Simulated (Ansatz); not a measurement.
```xyz
30
Lattice="-10.1139 0.0000 0.0162 0.0000 7.1512 -0.0007 1.2026 0.0010 -8.9625" Properties=species:S:1:pos:R:3 pbc="T T T"
Hf   -2.0718    3.5759   -2.9022
Hf   -7.1288    0.0003   -2.8937
Hf   -1.7936    7.1511   -2.9061
Hf   -6.8505    3.5755   -2.8977
Hf    0.5951    1.7235   -5.9010
Hf   -4.4619    5.2992   -5.8932
Hf    0.5953    5.4271   -5.9009
Hf   -4.4616    1.8515   -5.8924
S    -3.4250    7.1506   -7.3395
S    -8.4820    3.5750   -7.3310
S    -3.4212    3.5748   -7.4542
S    -8.4781    7.1504   -7.4465
S    -3.2125    1.6885   -1.6469
S    -8.2694    5.2642   -1.6392
S    -3.2127    5.4632   -1.6469
S    -8.2697    1.8876   -1.6384
S    -1.9339    1.7876   -4.8687
S    -6.9909    5.3632   -4.8610
S    -1.9337    5.3635   -4.8690
S    -6.9906    1.7879   -4.8605
S    -4.4609    3.5759   -4.0309
S    -9.5178    7.1515   -4.0232
S    -0.6437    1.8868   -1.6505
S    -5.7007    5.4625   -1.6428
S    -0.6433    5.2649   -1.6509
S    -5.7002    1.6893   -1.6425
S    -0.4611    3.5754   -7.3211
S    -5.5180    7.1511   -7.3133
S    -0.4641    7.1508   -7.4410
S    -5.5210    3.5752   -7.4325
```

Space group Cm; a generated structure, not necessarily the stable one.

These are results of DFT r2SCAN, scalar-relativistic, plane waves, PAW (Ansatz 0.2.0), not measurements.

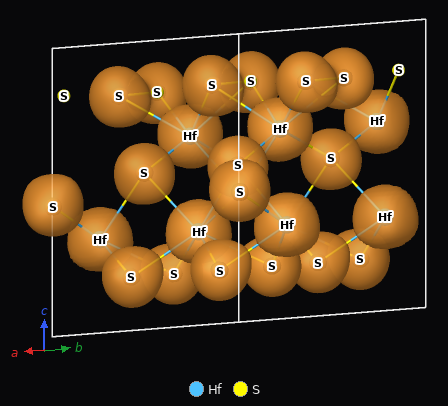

Hf₄S₁₁. Isosurface of the valence electron density at 0.6 e/Å³ (orange), seen along [110]. Sticks mark near contacts.

> Which contacts does the surface bridge?

At this value the density breaks into separate islands; it holds about 75 % of the electrons treated as valence (semicore included). It bridges the shortest S–S (2.09 Å) contacts, where the density stays above the isovalue. It is pinched off along the shortest Hf–S (2.54 Å), Hf–S (2.64 Å) and Hf–S (2.73 Å) contacts. On the grid the lowest density along these lines, outside the cores, is 0.91 e/Å³ (S–S, 2.09 Å), 0.48 e/Å³ (Hf–S, 2.54 Å), 0.37 e/Å³ (Hf–S, 2.64 Å) and 0.32 e/Å³ (Hf–S, 2.73 Å).

> Does the calculation make it a metal, or give it a gap?

It is gapless in this calculation (a metal or semimetal).
